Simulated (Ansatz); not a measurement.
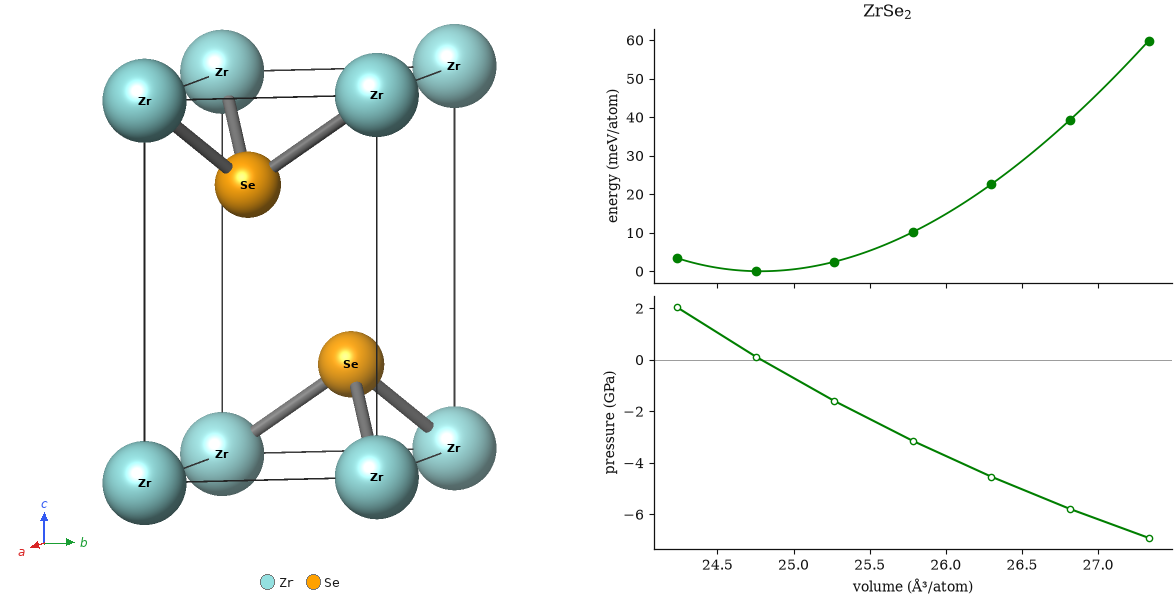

The picture above shows the energy and pressure against volume for ZrSe₂, space group P-3m1 (No. 164). The conventional cell is drawn beside the plot.

Cell as given: a = 3.798 Å, b = 3.798 Å, c = 6.192 Å, α = 90.00°, β = 90.00°, γ = 120.00°; 3 atoms.

Computed with Ansatz 0.2.0: all-electron LAPW DFT, no spin polarisation; energies at scaled volumes of the given cell, shape and fractions fixed, counted from the fit's minimum, third-order Birch-Murnaghan fit. Level: LDA.

k mesh 8×8×5; occupations Fermi–Dirac; smearing width 0.05 eV; potentials all electron LAPW, scalar relativistic; program settings basis error eV/atom 0.002.

Give the fitted equation-of-state parameters.

Answer. A third-order Birch–Murnaghan fit gives V0 = 24.78 Å³/atom, B0 = 86.5 GPa and B′ = 4.1.

Read off the course of the pressure.

Answer. It falls from 2.03 GPa at volume 24.24 Å³/atom to −6.91 GPa at 27.33 Å³/atom, and changes sign near 24.79 Å³/atom.

Caveats: shape and atomic fractions are frozen while scaling, which makes layered, chain and framework solids too stiff.

The computed values:

| volume (Å³/atom) | energy (meV/atom) | pressure (GPa) |
| --- | --- | --- |
| 24.24 | 3.39 | 2.03 |
| 24.75 | 0.01 | 0.12 |
| 25.27 | 2.47 | −1.60 |
| 25.78 | 10.18 | −3.15 |
| 26.30 | 22.61 | −4.54 |
| 26.82 | 39.29 | −5.79 |
| 27.33 | 59.79 | −6.91 |
